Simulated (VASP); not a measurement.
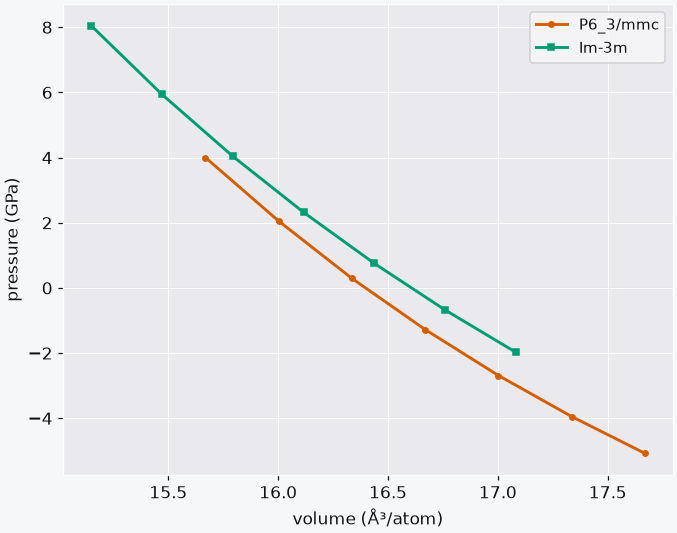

The plot gives the computed pressure against volume, with one curve for each structure, for Al.

How it was computed, with VASP 6.6.1: plane-wave DFT, no spin polarisation; energies at scaled volumes of the given cell, shape and fractions fixed, counted from the fit's minimum, third-order Birch-Murnaghan fit. Level: PBEsol.

occupations Fermi–Dirac; smearing width 0.05 eV; potentials VASP PAW PBE potentials, recommended; wave cutoff 520 eV.

Settings that differ: P6_3/mmc: k mesh 11×11×6; Im-3m: k mesh 12×12×12.

Order the curves by fitted equilibrium volume, smallest first.

Answer. P6_3/mmc 16.397, Im-3m 16.604 Å³/atom.

Order the curves by fitted bulk modulus, smallest first.

Answer. Im-3m 73.3, P6_3/mmc 80.0 GPa.

For P6_3/mmc: read off the course of the pressure.

Answer. It falls from 4.00 GPa at volume 15.67 Å³/atom to −5.08 GPa at 17.67 Å³/atom, and changes sign near 16.40 Å³/atom.

For Im-3m: how does the pressure vary with volume?

Answer. It falls from 8.05 GPa at volume 15.15 Å³/atom to −1.98 GPa at 17.08 Å³/atom, and changes sign near 16.61 Å³/atom.

Note: shape and atomic fractions are frozen while scaling, which makes layered, chain and framework solids too stiff.
